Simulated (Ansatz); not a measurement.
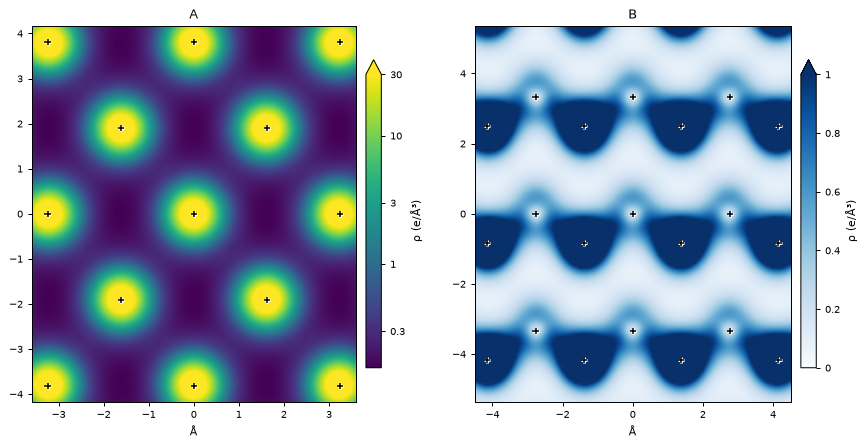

The valence pseudo-density of 2 systems, each on a plane through atoms (crosses mark nuclei in the plane).

Computed with DFT PBE, scalar-relativistic, plane waves, PAW (Ansatz).

System 1: Cu, the (110) plane of the conventional cell. Space group I4/mmm; computed pressure about 2 GPa in this cell; computed without spin polarisation.

System 2: BN, the (100) plane of the conventional cell. Space group I-4m2; a structure from a database of computed crystals, not necessarily the ambient phase; changed on purpose from its base cell (strain +0.080 along x and y, -0.080 along z, atoms carried along); computed pressure about −24 GPa in this cell.

```cif
data_structure
_symmetry_space_group_name_H-M 'P 1'
_symmetry_Int_Tables_number 1
_cell_length_a 2.7691
_cell_length_b 2.7691
_cell_length_c 3.3359
_cell_angle_alpha 90.000
_cell_angle_beta 90.000
_cell_angle_gamma 90.000
_cell_volume 25.58
loop_
_atom_site_label
_atom_site_type_symbol
_atom_site_fract_x
_atom_site_fract_y
_atom_site_fract_z
_atom_site_occupancy
B1 B 0.00000 0.00000 0.00000 1
B2 B 0.50000 0.50000 0.50000 1
N1 N 0.50000 0.00000 0.25000 1
N2 N 0.00000 0.50000 0.75000 1
```

Question: Which map belongs to which system?

Answer: Panel A is system 1, Cu: the plane holds Cu. Cu–Cu (2.50 Å): ρ at the midpoint is about 0.28 e/Å³. Panel B is system 2, BN: the plane holds B and N. B–N (1.62 Å): ρ at the midpoint is about 1.3 e/Å³.
